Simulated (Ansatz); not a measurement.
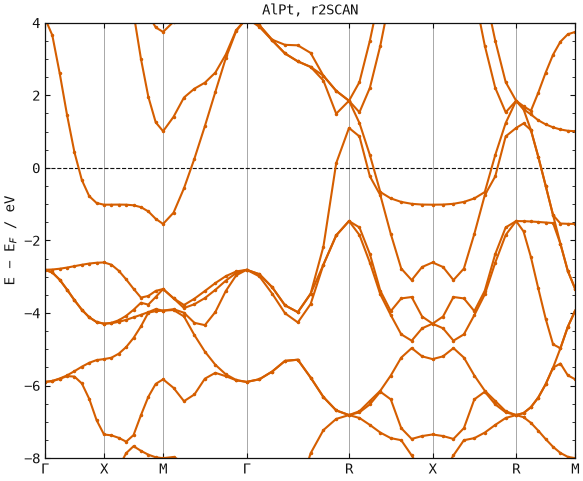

Band structure. Energies are counted from the Fermi level. The path runs straight from each named point to the next.

System: AlPt, space group Pm-3m, 2 atoms in the cell.

```
Al Pt
1.0
     3.09155    0.00000    0.00000
     0.00000    3.09155    0.00000
     0.00000    0.00000    3.09155
Al Pt
1 1
Direct
  0.00000 0.00000 0.00000
  0.50000 0.50000 0.50000
```

Level of theory: DFT, r2SCAN, all-electron PAW with datasets made for the crystal, scalar-relativistic, no spin polarisation, 11×11×11 k mesh, 260 eV cutoff, Fermi-Dirac smearing of 0.03 eV; code Ansatz 0.2.0.

Q: Does this material conduct, going by its bands?

A: A metal: 2 bands cross the Fermi level along this path.

Q: On which lines of the path do bands cross the Fermi level?

A: Bands cross the Fermi level on Γ–X, M–Γ, Γ–R, R–X, X–R and R–M, and not on X–M.

Spin-orbit coupling is left out, which matters for Pt.
